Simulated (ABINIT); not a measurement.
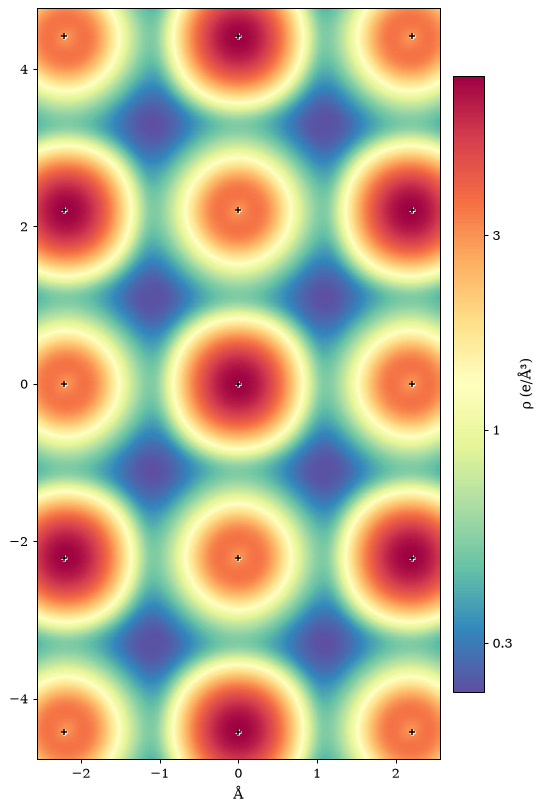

The valence pseudo-density on a plane through atoms (crosses mark nuclei in the plane).

Computed with Kohn-Sham DFT of a periodic cell, PBE, JTH PAW PBE v2.0 (ABINIT 10.8.3).

Candidates:
A. TaN, a = 4.42 Å, b = 4.42 Å, c = 4.42 Å, α = 90.00°, β = 90.00°, γ = 90.00°. Space group Fm-3m; a structure from a database of computed crystals, not necessarily the ambient phase.
B. MgO, a = 4.61 Å, b = 4.61 Å, c = 4.61 Å, α = 90.00°, β = 90.00°, γ = 90.00°. Space group F-43m; a generated structure, not necessarily the stable one.

Which candidate gave the map?

Answer. Candidate A: TaN on the (001) plane of the conventional cell, which holds Ta and N. Ta–N (2.21 Å): ρ is about 0.52 e/Å³ halfway. Ta–Ta (3.13 Å): the density is about 0.23 e/Å³ at the midpoint.
